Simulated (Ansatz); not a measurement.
## Run report: SnSe, single-point calculation

SnSe (P4/nmm, 4 atoms in the cell), computed with DFT LDA, scalar-relativistic, plane waves, PAW, no spin polarisation (Ansatz 0.2.0).

The structure derives from a Materials Project entry. It belongs to a series of runs on one base structure; here: strain +0.015 along x and y, -0.015 along z, atoms carried along. Figures and captions count atoms from 1; the log counts them from 0 in places.

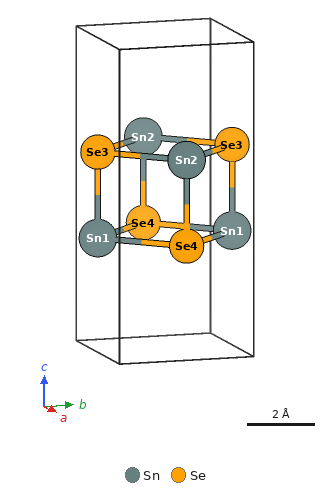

Figure 1. The input geometry (ball-and-stick view of the cell of the calculation, with the vacuum cut short, seen slightly off an axis; atoms are numbered from 1 in the order of the input). An atom can appear more than once, as a periodic image. Near neighbours in the periodic cell (some may lie outside the picture): Sn has 5 Se at 2.63 to 3.01 Å; Se has 5 Sn at 2.63 to 3.01 Å.

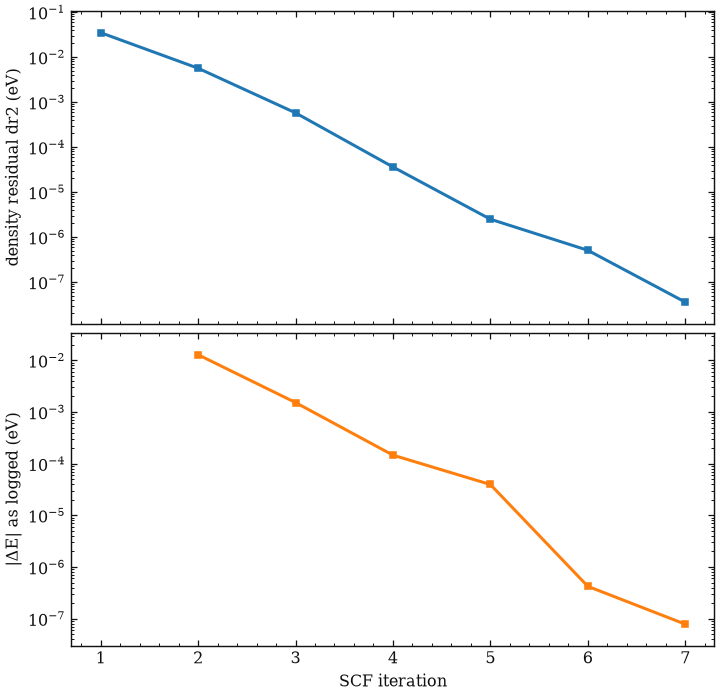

Figure 2. Convergence of the self-consistent field: density residual dr2 and size of the energy change against the SCF iteration. The residual falls at every step.

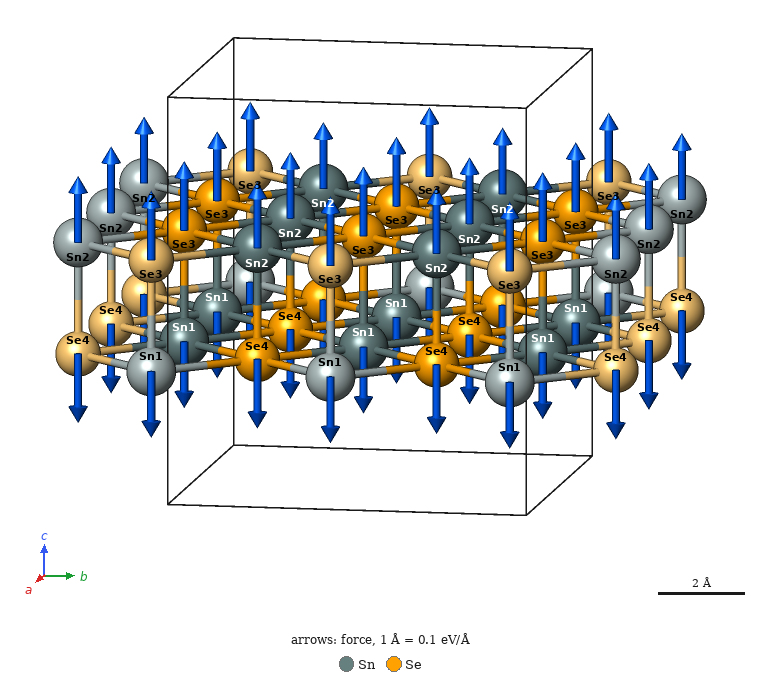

Figure 3. Forces on the atoms as blue arrows (ball-and-stick view of the 2 × 2 repeat of the cell, with the vacuum cut short, seen slightly off an axis; neighbours outside the cell are drawn fainter; atoms are numbered from 1 in the order of the input). The largest act on Se3, Se4 (0.16 eV/Å); Sn1, Sn2 (0.16 eV/Å). The geometry is not a stationary point of this energy.

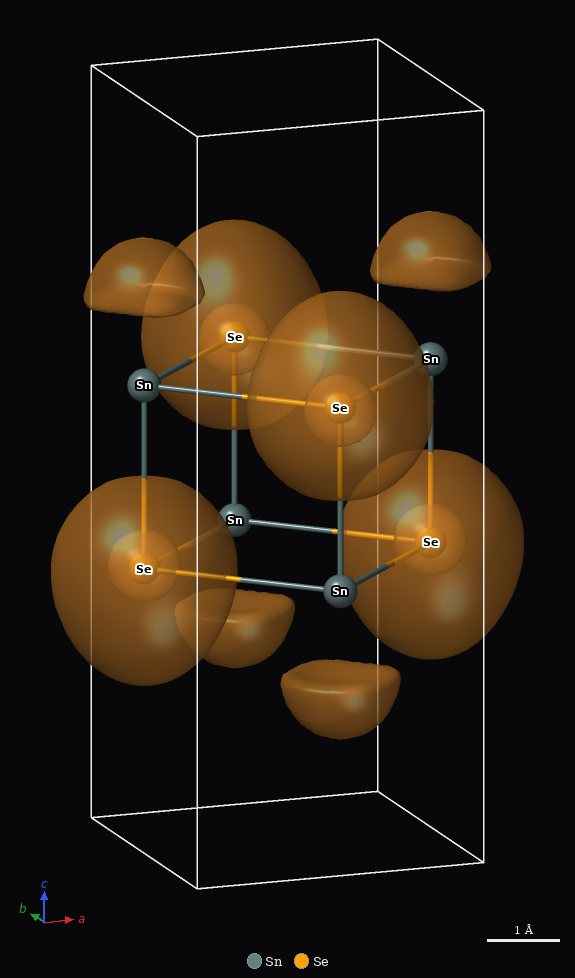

Figure 4. Isosurface of the ELF at 0.6 (orange), seen slightly off an axis. Core shells and regions of very low density are left out. Sticks mark near contacts. The outline is the cell set on symmetry axes. Along the contacts the grid gives the following. Sn–Se (2.63 Å): the ELF is about 0.55 at the midpoint. Sn–Se (3.01 Å): the ELF peaks at about 0.80 in the valence shell of Se, 0.8 Å from its nucleus, and drops to about 0.30 between the two atoms. The fields are those of the smooth PAW valence density.

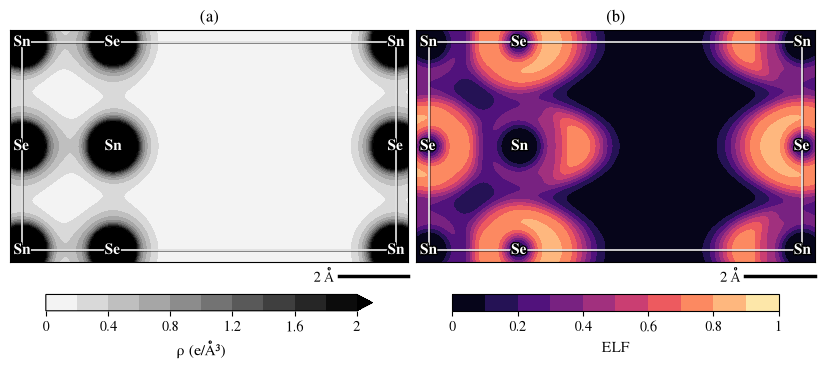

Figure 5. (a) valence charge density (pseudo); (b) ELF on the (11̄0) plane of the conventional cell. The section cuts through Sn and Se sites. Sn–Se (2.63 Å): the density is about 0.43 e/Å³ at the midpoint; the ELF is about 0.55 at the midpoint. Sn–Se (3.01 Å): the density is about 0.22 e/Å³ at the midpoint; the ELF peaks at about 0.80 in the valence shell of Se, 0.8 Å from its nucleus, and drops to about 0.30 between the two atoms. The density dies away to nearly zero in the voids.

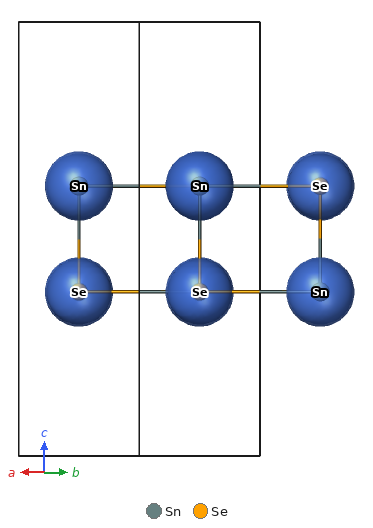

Figure 6. Isosurface of the valence charge density (pseudo) at 1 e/Å³ (blue), seen along [110]. Sticks mark near contacts. The outline is the cell set on symmetry axes. At this value the density breaks into separate islands; it holds about 70 % of the electrons treated as valence (semicore included). It is pinched off along the Sn–Se (2.63 Å) and Sn–Se (3.01 Å) contacts. On the grid the lowest density along these lines, outside the cores, is 0.42 e/Å³ (Sn–Se, 2.63 Å) and 0.22 e/Å³ (Sn–Se, 3.01 Å).

These pictures come from the run below.

The input
```yaml
crystal:
  lattice:
    - [4.2527474225, 0.0, 0.0]
    - [0.0, 4.2527474225, 0.0]
    - [0.0, 0.0, 10.8149285598]
  atoms:
    - { symbol: Sn, position: [0.5, 0.0, 0.3781633345] }
    - { symbol: Sn, position: [0.0, 0.5, 0.6218366655] }
    - { symbol: Se, position: [0.5, 0.0, 0.6217782147] }
    - { symbol: Se, position: [0.0, 0.5, 0.3782217853] }
basis:
  ecutwfc: 420
kpoints:
  mp_grid: { grid: [6, 6, 4] }
hamiltonian:
  xc: lda
scf:
  occupations: { method: gaussian, width: 0.05 }
output:
  forces: true
  stress: true
  eigenvalues: true
  write_density: true
  write_potential: true
  elf: true
  volumetric_format: npy
```

Launched with:
```bash
ansatz run input.yaml --threads 2 --pin off --max-ram 5120MiB --backend cpu --events-out ev --progress --plain --runs-dir out
```

The program's output
```
Engine: ansatz 0.2.0, x86_64-unknown-linux-gnu
Pseudopotentials: kind: paw
Pseudopotential: Sn, paw, valence charge 14, recommended cutoff 420 eV (normal), Sn.paw.azcp
Pseudopotential: Se, paw, valence charge 16, recommended cutoff 420 eV (normal), Se.paw.azcp
Functional definition: SPW92
  exchange = slater_x
  correlation = pw_c
Crystal: 4 atoms, lattice volume = 195.597 Å³
Basis set: ecut = 420 eV, 3781 PW (Γ)
Bands: 36, of which v1, the nominal top of the filled ones, is band 30 counted from 1 (29 counted from 0)
Symmetry: 16 space group operations
Space group: P4/nmm (ITA 129), of the structure as read, at distance tolerance 5.8e-5 Å
k-points: 30 of 144
Non-local potential: Sn, projectors of the file, l = 0: 2, l = 1: 2, l = 2: 2, l = 3: 2
Non-local potential: Se, projectors of the file, l = 0: 2, l = 1: 2, l = 2: 3, l = 3: 1
PAW form: soft (Blöchl's): semilocal exchange-correlation on the pseudo side does not see the compensation charge
PAW frozen core: Sn, regenerated for the run's functional, and the local potential with it (the file was generated under x = pbe(κ = 0.804, μ = 0.2195149727645171), c = pbe(β = 0.06672455060314922))
PAW frozen core: Se, regenerated for the run's functional, and the local potential with it (the file was generated under x = pbe(κ = 0.804, μ = 0.2195149727645171), c = pbe(β = 0.06672455060314922))
PAW one-centre angular grid: Sn, 590 points (default); XC on 64 Gauss nodes
PAW one-centre angular grid: Se, 590 points (default); XC on 64 Gauss nodes
Initial density: superposition of atomic densities (neutral atoms: chi_scale 0, normalization atom), corrected by the library's trained network
Initial wavefunctions: pseudopotential atomic-orbital guess
Functional: x = slater, c = lda
SCF iter   1: F=—  HF=-22526.787435 eV  |F-HF|=—  |Δ(HF+E_count)|=         —  Δρ=4.08e-3  dr2=3.48e-2  ethr=1.77e-3  ⟨swp⟩=7.1  Hψ=4572  notcnv=0
preconditioner: auto → Resta (q_TF=auto, 2.241 Å⁻¹)  ε∞=2.0  [insulator: Δε(μ)=1.417 eV  Ē_g=16.412 eV  σ=0.050 eV  W_gap=1.00  n_scr=38 (ndim 8)  ℏωp=16.8 eV  f_vac=0.431  D(μ)=0.00/eV (n_scr^D=0)  ε∞_Penn≈2.0  vacuum switching on, ρ_ref=2.0e-2 e/Å³]
SCF iter   2: F=—  HF=-22526.774654 eV  |F-HF|=—  |Δ(HF+E_count)|=   1.28e-2  Δρ=1.91e-3  dr2=5.64e-3  ethr=5.80e-5  ⟨swp⟩=2.3  Hψ=1707  notcnv=0  defer=53
SCF iter   3: F=—  HF=-22526.773130 eV  |F-HF|=—  |Δ(HF+E_count)|=   1.52e-3  Δρ=3.67e-4  dr2=5.75e-4  ethr=9.39e-6  ⟨swp⟩=2.0  Hψ=1642  notcnv=0  defer=53
SCF iter   4: F=—  HF=-22526.772984 eV  |F-HF|=—  |Δ(HF+E_count)|=   1.46e-4  Δρ=1.20e-4  dr2=3.61e-5  ethr=9.58e-7  ⟨swp⟩=2.0  Hψ=1568  notcnv=0  defer=53
SCF iter   5: F=—  HF=-22526.772945 eV  |F-HF|=—  |Δ(HF+E_count)|=   3.95e-5  Δρ=2.74e-5  dr2=2.49e-6  ethr=6.01e-8  ⟨swp⟩=2.5  Hψ=1879  notcnv=0  defer=53
SCF iter   6: F=—  HF=-22526.772944 eV  |F-HF|=—  |Δ(HF+E_count)|=   4.23e-7  Δρ=1.46e-5  dr2=5.08e-7  ethr=4.15e-9  ⟨swp⟩=2.0  Hψ=1928  notcnv=0  defer=53
SCF iter   7: F=-22526.772944 eV  HF=-22526.772944 eV  |F-HF|=1.09e-8  |Δ(HF+E_count)|=   7.84e-8  Δρ=4.73e-6  dr2=3.58e-8  ethr=1.67e-10  ⟨swp⟩=12.8  Hψ=8200  notcnv=0
SCF 1 converged in 7 iterations: F = -22526.772944 eV  dr2 = 3.58e-8
  greatest PAW one-centre occupation: 1.000 electrons in one spin orbital (limit 2), on the Se atom at site 3 (counted from 0), in its partial waves of l = 2
WARN: The output density's exchange-correlation potential varies sharply where the density is thin. Do not read a vacuum level from v_tot or v_xc, or from such a field of the output density. On a cell that repeats whose density bears no net charge and no dipole along the vacuum's axis use v_es (v_loc + v_h of the components); under efield.dipole_correction with no amplitude use v_es + v_field, which holds any external_charges[].barrier, or the levels of the report's work_function block, which leave it out; under a non-zero efield.amplitude the vacuum is tilted and has no level; on a cell that repeats and bears such a dipole with no correction it is tilted too, and efield.dipole_correction with no amplitude gives each side of its ramp a level where efield: is served; in a cell that repeats whose density bears a net charge (total_charge, or a fill off its count) it is curved and has none; of a slab under crystal.periodic whose density bears no net charge use v_es, which has a level on each side, short of where the two are joined; of another it falls or rises all the way out and has none; of a slab beside external_charges read slab_vacuum_level instead, which it has where they leave it neutral. The grid or the basis barely resolves most such structure, and the values can differ between equally converged runs; as a rule a tighter scf.convergence.dr2_threshold does not remove it. Where the density itself ripples (under the LDA too) a higher basis.ecutwfc lessens it. The files hold the spikes' plane waves up to the density's cutoff. Files: v_tot_of_output_density and the like, and their columns of v_z.tsv (output.write_potential); v_xc_of_output_density and the like, and their columns of v_comp_z.tsv (output.write_potential_components). Measured: with its Gaussian average of σ = 0.25 Å subtracted twice, the exchange-correlation potential is over 0.1 eV at 20 of the grid points where the equally averaged density (valence and model cores) is under 1e-3 e/Å³, and 0.245 eV at the most among them, at an averaged density of 6.8e-5 e/Å³. The input density's (outcome.potential() and, of a run that writes arrays, v_tot and v_xc) is over 0.1 eV, so measured, at 20 points of its own thin density, 0.244 eV at the most. See output.write_potential in the manual, Limitations
SCF converged after 7 iterations
Free energy (F): -22526.772944 eV
Harris-Foulkes:  -22526.772944 eV  (|F-HF|=1.09e-8)
Internal energy: -22526.772944 eV  (E = F + TS)
E sigma→0 (E₀):  -22526.772944 eV
Fermi energy:    3.203082 eV
--- Per-component energies (eV) ---
  E_band       = -1319.099658
  E_kinetic    = 611.646298
  E_local      = -16332.441673  (includes V_loc(G=0)·N_el)
  E_nonlocal   = -1235.240170
  E_hartree    = 8152.411020
  E_xc         = -966.400305
  E_vxc        = -395.066349  (∫ρ·V_xc dr)
  E_paw        = -11637.251210  (= ΣΔE_a)
  E_vpaw       = -272.813732  (= ΣTr[D̂ρ^β])
  E_aug_tail   = -0.001233  (compensation charges beyond the density's cutoff)
  E_ewald      = -1124.780193
  E_core_change = 5.284521  (= ΣΔE_core)
  E_smearing   = -0.000000  (= −TS)
  E_closure    = -0.000000  (closes the sum)
  Σ components = -22526.772944   (vs F -22526.772944, Δ=0.00e0)
--- Forces (eV/Å), atoms counted from 1 ---
  atom   1  Sn     0.00000000     0.00000000    -0.15726231
  atom   2  Sn     0.00000000     0.00000000     0.15726231
  atom   3  Se     0.00000000     0.00000000     0.16413846
  atom   4  Se     0.00000000     0.00000000    -0.16413846
  max |Σ_I F_I| component: 3.39e-21 eV/Å
--- Stress (GPa, compression-positive) ---
       -1.041726       0.000000       0.000000
        0.000000      -1.041726       0.000000
        0.000000       0.000000       0.691042
  P = ⅓ Tr σ = -0.4641 GPa (-4.641 kbar)
--- Band table (eV; the first three rows and the last of 30) ---
  k-point 0: bands = ["-44.8190", "-44.8189", "-44.8169", "-44.8169", "-44.8142", "-44.8141", "-44.8116", "-44.8116", "-44.8114", "-44.8114", "-18.5200", "-18.5062", "-18.5024", "-18.4975", "-18.4910", "-18.4800", "-18.4694", "-18.4694", "-18.4497", "-18.4497", "-11.0543", "-9.8251", "-3.7892", "-2.7581", "-0.8517", "-0.6595", "-0.6595", "0.7024", "0.7024", "2.0189", "4.2959", "6.1449", "6.3826", "6.9813", "6.9813", "7.8241"]
  k-point 1: bands = ["-44.8190", "-44.8189", "-44.8169", "-44.8169", "-44.8142", "-44.8141", "-44.8116", "-44.8116", "-44.8114", "-44.8114", "-18.5200", "-18.5062", "-18.5024", "-18.4975", "-18.4910", "-18.4800", "-18.4694", "-18.4694", "-18.4497", "-18.4497", "-11.0543", "-9.8251", "-3.7894", "-2.7581", "-0.8487", "-0.6595", "-0.6595", "0.7024", "0.7024", "2.0179", "4.2070", "6.1452", "6.7482", "6.9809", "6.9809", "7.8045"]
  k-point 2: bands = ["-44.8190", "-44.8189", "-44.8169", "-44.8169", "-44.8142", "-44.8141", "-44.8116", "-44.8116", "-44.8114", "-44.8114", "-18.5200", "-18.5062", "-18.5024", "-18.4975", "-18.4910", "-18.4800", "-18.4694", "-18.4694", "-18.4497", "-18.4497", "-11.0543", "-9.8252", "-3.7896", "-2.7581", "-0.8458", "-0.6595", "-0.6595", "0.7024", "0.7024", "2.0168", "4.1300", "6.1455", "6.9805", "6.9805", "7.4291", "7.6280"]
  k-point 29: bands = ["-44.8190", "-44.8190", "-44.8168", "-44.8168", "-44.8141", "-44.8141", "-44.8117", "-44.8117", "-44.8114", "-44.8114", "-18.5301", "-18.5301", "-18.4801", "-18.4801", "-18.4780", "-18.4780", "-18.4762", "-18.4762", "-18.4499", "-18.4499", "-9.8347", "-9.8347", "-3.6299", "-3.6299", "-2.4677", "-2.4677", "-0.8444", "-0.8444", "0.7582", "0.7582", "6.2351", "6.2351", "7.1826", "7.1826", "7.6434", "7.6434"]
```

Key numbers

| quantity | value |
| --- | --- |
| outcome | converged |
| space group (tolerance 0.01 Å) | P4/nmm (129) |
| electrons treated | 60 |
| free energy | −22526.7729 eV |
| Fermi energy | 3.203 eV |
| gap on the k-point mesh | 1.44 eV |
| pressure | −0.46 GPa |
| largest force (length of the vector) | 0.164 eV/Å |
| hardware | 2 threads of Intel Xeon @ 2.70GHz, 189 GiB of memory available, shared host |
| wall time | 7.8 s (CPU time 15 s) |
| peak memory | 0.54 GiB |

The program warns: the exchange-correlation potential is rough where the density is thin.
